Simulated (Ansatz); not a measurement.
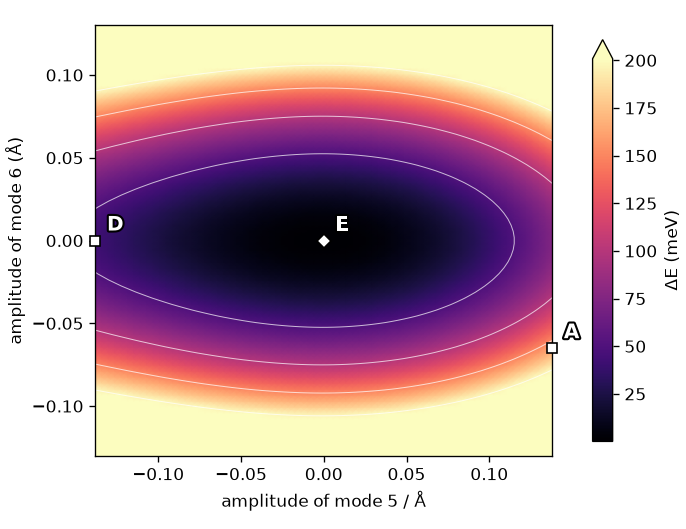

Cu (P6_3/mmc, No. 194; 2 atoms in the cell). 
- The energy is mapped over two normal modes frozen in (zone-centre modes of the 2-atom cell of this scan).
- First axis: amplitude of mode 5 (116 cm⁻¹), largest displacement. Second axis: amplitude of mode 6 (275 cm⁻¹), largest displacement.
- Nothing is relaxed (the cell and all other modes fixed).
- Grid: 5 × 5 points; 15 points were computed and 10 follow by symmetry.
- Points are written as (first, second).
- Energies are in meV per cell, from the lowest grid point.
- Level of theory: Ansatz, DFT LDA, scalar-relativistic, plane waves, PAW. Settings: cutoff 520 eV, k-mesh 21×21×12 in the order of the run's cell vectors, gaussian smearing 0.15 eV, no spin polarisation.

In the figure: a smooth colour map with a few white contour lines, one colour for all values above the top of the scale, lettered points. Between grid points the surface is interpolated.

### Is E the lowest point of the computed grid?

Yes. E, at (0.000 Å, 0.000 Å), has the lowest energy of the grid.

### Rank the lettered points by energy, lowest first.

E (0 meV), D (42 meV), A (162 meV).

PAW datasets: the set soft_1.
